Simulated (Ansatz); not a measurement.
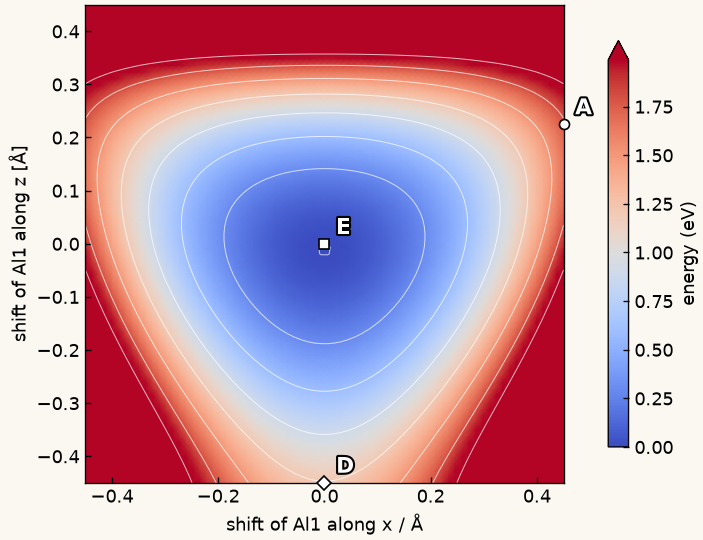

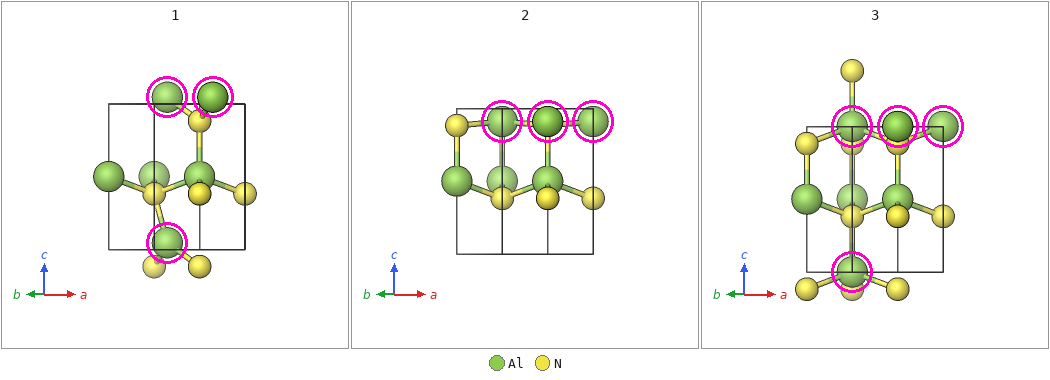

AlN (P6_3mc, No. 186; 4 atoms in the cell). Atom Al1 is moved over a plane while all other atoms and the cell stay fixed (its periodic images move with it) (x along [1 0 0], y along [1 2 0], z along [0 0 1] of the conventional cell). Coordinates scanned: (1) shift of Al1 along x; (2) shift of Al1 along z. Grid: 5 × 5 points; 15 points were computed and 10 follow by symmetry. Energies: eV per cell, counted from the lowest grid point. All numbers below come from Ansatz 0.2.0, DFT r2SCAN, scalar-relativistic, plane waves, PAW. Settings: cutoff 500 eV, k-mesh 12×12×6 in the order of the run's cell vectors, gaussian smearing 0.05 eV, no spin polarisation.

The picture shows a smooth colour map with a few white contour lines, one colour for all values above the top of the scale, lettered points. Between grid points the surface is interpolated. The numbered pictures are the structures at these points, in random order. Rings mark the moved atoms.

Which structure belongs to which point?

A is structure 1: shift of Al1 along x = 0.450 Å, shift of Al1 along z = 0.225 Å, 1.77 eV; D is structure 2: shift of Al1 along x = 0.000 Å, shift of Al1 along z = −0.450 Å, 1.21 eV; E is structure 3: shift of Al1 along x = 0.000 Å, shift of Al1 along z = 0.000 Å, 0.00 eV.
